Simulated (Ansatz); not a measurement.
Run report: TaN, single-point calculation (part 1 of 2)

System: TaN (P-6m2, 2 atoms in the cell).
Method: DFT r2SCAN+U, scalar-relativistic, plane waves, PAW, Ueff = 3 eV on Ta atom 1 d, spin-polarised (Ansatz 0.2.0).

The structure derives from an entry of the Crystallography Open Database. It belongs to a series of runs on one base structure; here: random orbitals: random, high filling. Figures and captions count atoms from 1; the log counts them from 0 in places.

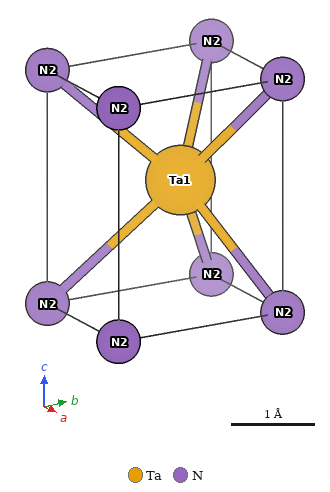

Fig. 1: The structure as given in the input (ball-and-stick view of the cell of the calculation, seen slightly off an axis; atoms are numbered from 1 in the order of the input).

Results in brief:

| quantity | value |
| --- | --- |
| outcome | converged |
| space group (tolerance 0.01 Å) | P-6m2 (187) |
| electrons treated | 18 |
| free energy | −10328.4111 eV |
| Fermi energy | 20.405 eV |
| gap on the k-point mesh | none (metallic) |
| net moment of the cell | 0.00 μB |
| integrated absolute moment | 0.00 μB |
| pressure | 2.66 GPa |
| largest force (length of the vector) | under 0.001 eV/Å |
| hardware | 2 threads of Arm Neoverse V2, 24 GiB of memory available, shared host |
| wall time | 42 s (CPU time 83 s) |
| peak memory | 0.51 GiB |

Notes:

Warnings of the run: some starting moments were not kept; the typed occupations were not kept; the state was not tested for a lower one; the occupation matrices lower the symmetry. Spin–orbit coupling is left out, which matters for Ta.

Input file:
```yaml
crystal:
  lattice:
    - [2.93800111, 0.0, 0.0]
    - [-1.46900055, 2.5443836, 0.0]
    - [0.0, 0.0, 2.88300221]
  atoms:
    - { symbol: Ta, position: [0.3333333333, 0.6666666667, 0.5], spin: 2.0 }
    - { symbol: "N", position: [0.0, 0.0, 0.0] }
basis:
  ecutwfc: 500
  ecutrho_ratio: 4
kpoints:
  mp_grid: { grid: [7, 7, 7] }
hamiltonian:
  xc: r2scan
  hubbard:
    sites:
      - { site: 0, l: d, u_eff: 3.0, starting_ns: [{ spin: up, occupation_matrix: s0up }, { spin: down, occupation_matrix: s0down }] }
    occupation_matrices:
      s0up:
        matrix:
          - [0.05451, 0.05118, -0.01722, 0.16758, -0.02434]
          - [0.05118, 0.34658, -0.42721, 0.13588, -0.00058]
          - [-0.01722, -0.42721, 0.67225, 0.09693, -0.04477]
          - [0.16758, 0.13588, 0.09693, 0.88447, -0.13415]
          - [-0.02434, -0.00058, -0.04477, -0.13415, 0.0422]
      s0down:
        matrix:
          - [0.02, 0.0, 0.0, 0.0, 0.0]
          - [0.0, 0.02, 0.0, 0.0, 0.0]
          - [0.0, 0.0, 0.02, 0.0, 0.0]
          - [0.0, 0.0, 0.0, 0.02, 0.0]
          - [0.0, 0.0, 0.0, 0.0, 0.02]
    ns_hold: { iters: 5 }
scf:
  occupations: { method: gaussian, width: 0.05 }
  lower_state_search: "off"
  max_iter: 150
output:
  forces: true
  stress: true
  eigenvalues: true
  populations: true
  hubbard: { sites: [{ site: 0, l: d }] }
  write_density: true
  write_potential: true
  elf: true
  volumetric_format: npy
magnetization:
  spin_polarized: true
```

Command:
```bash
ansatz run input.yaml --threads 2 --pin off --max-ram 3072MiB --backend cpu --events-out ev --progress --plain --runs-dir out
```

What the program printed:
```
Warning: crystal.symmetry: narrowed to the stabiliser of the occupation matrices — unitary ops 12 → 1; lowered by the specified shell (site 0, l: d); largest admitted image defect 4.4e-16, smallest excluded 2.7e-1 — at a splitting's scale: the group the occupation matrices' own texture admits
Ta: projections on atomic orbitals take those of the free atom [Kr 4d10 4f14] 5s2 5p6 5d3 6s2, of charge +0.00 (hamiltonian.pseudopotentials.projection_atoms); the dataset's partial waves leave at most 6.0e-5 of an orbital's norm unspanned inside its sphere
N: projections on atomic orbitals take those of the free atom [He] 2s2 2p3, of charge +0.00 (hamiltonian.pseudopotentials.projection_atoms); the dataset's partial waves leave at most 9.3e-9 of an orbital's norm unspanned inside its sphere
Engine: ansatz 0.2.0, aarch64-unknown-linux-gnu
Pseudopotentials: kind: paw
Pseudopotential: Ta, paw, valence charge 13, recommended cutoff 500 eV (meta_gga), Ta.paw.azcp
Pseudopotential: N, paw, valence charge 5, recommended cutoff 500 eV (meta_gga), N.paw.azcp
Functional definition: r2SCAN
  parameter k0 = 0.174
  parameter k1 = 0.065
  parameter a1 = 4.9479
  exchange = r2scan_x(k0 = k0, k1 = k1, a1 = a1)
  correlation = r2scan_c
Crystal: 2 atoms, lattice volume = 21.552 Å³
Basis set: ecut = 500 eV, 551 PW (Γ), exchange–correlation on 96×96×96 points (64 copies of the dense FFT grid, shifted against one another)
Bands: 14, of which v1, the nominal top of the filled ones, is band 9 counted from 1 (8 counted from 0)
Symmetry: 1 space group operations
k-points: 172 of 343 (time reversal used)
Non-local potential: Ta, projectors of the file, l = 0: 3, l = 1: 2, l = 2: 2, l = 3: 1
Non-local potential: N, projectors of the file, l = 0: 2, l = 1: 2, l = 2: 1
PAW form: soft (Blöchl's): semilocal exchange-correlation on the pseudo side does not see the compensation charge
PAW frozen core: Ta, regenerated for the run's functional (the file was generated under x = pbe(κ = 0.804, μ = 0.2195149727645171), c = pbe(β = 0.06672455060314922))
PAW frozen core: N, regenerated for the run's functional (the file was generated under x = pbe(κ = 0.804, μ = 0.2195149727645171), c = pbe(β = 0.06672455060314922))
PAW one-centre angular grid: Ta, 590 points (default); XC on 160 Gauss nodes
PAW one-centre angular grid: N, 302 points (default); XC on 160 Gauss nodes
Initial density: superposition of atomic densities (chi_scale 0.1, normalization cell, long waves kept (reshape's long-wave potential 0.00 eV rms))
Starting moments: Σ|m| = 2 μB on 1 of 2 sites
Initial wavefunctions: pseudopotential atomic-orbital guess
Functional: x = r2scan, c = r2scan; τ floored in thin density (d = 2e-4 eV/Å³)
```
